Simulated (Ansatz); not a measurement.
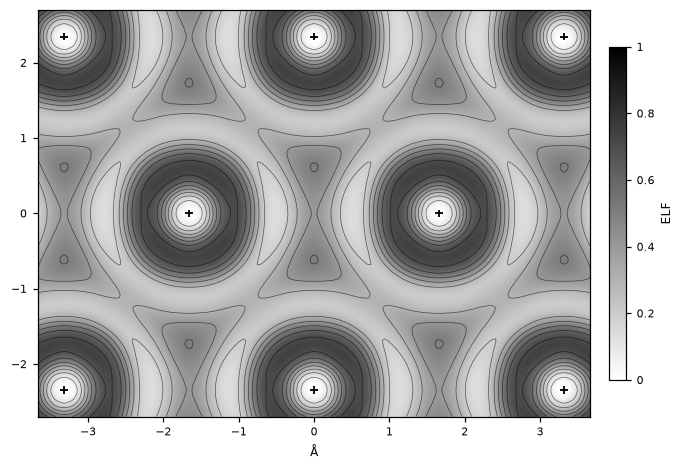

The ELF on a plane through atoms (crosses mark nuclei in the plane).

All numbers below come from DFT PBE, scalar-relativistic, plane waves, PAW in Ansatz 0.2.0.

Candidates:
A. Ta, a = 3.32 Å, b = 3.32 Å, c = 3.32 Å, α = 90.00°, β = 90.00°, γ = 90.00°. Space group Im-3m; computed without spin polarisation.
B. TaAs, a = 3.46 Å, b = 3.46 Å, c = 11.73 Å, α = 90.00°, β = 90.00°, γ = 90.00°. Space group I4₁md; a structure from a database of computed crystals, not necessarily the ambient phase.

> Which candidate gave the map?

Candidate A: Ta on the (011) plane of the conventional cell, which holds Ta. Ta–Ta (2.87 Å): the ELF is about 0.30 at the midpoint: no localised pair shows between them.
